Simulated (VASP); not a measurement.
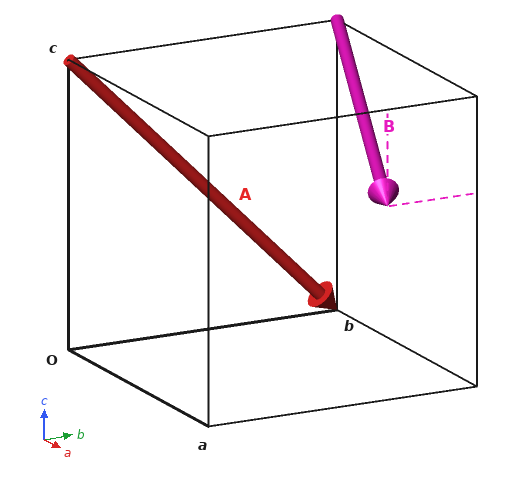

Crystal: ZnSe, coordinates from a relaxation with VASP Kohn-Sham DFT of a periodic cell, PBEsol0, VASP PAW PBE potentials, recommended in VASP 6.6.1. Each arrow starts at a corner of the unit cell and ends on its surface; where a tip isn't a corner, dashed lines run from it parallel to the axes. The drawing is computed from the coordinates (standard cell, symmetry found to 0.002 Å).

a = 5.637 Å, b = 5.637 Å, c = 5.637 Å, α = 90.00°, β = 90.00°, γ = 90.00°.

### Index the directions.

Arrow A runs from (0, 0, 1) to (0, 1, 0), so [0 1 −1]; Arrow B runs from (0, 1, 1) to (1, 2/3, 2/3), so [3 −1 −1].

### How long is the vector ua + vb + wc in each case, and what angles do the directions make?

A 7.972 Å; B 18.696 Å. A–B: 90.0°.

### In F-43m (No. 216), how many directions are equivalent to A (Laue class m-3m, both senses counted)?

12.
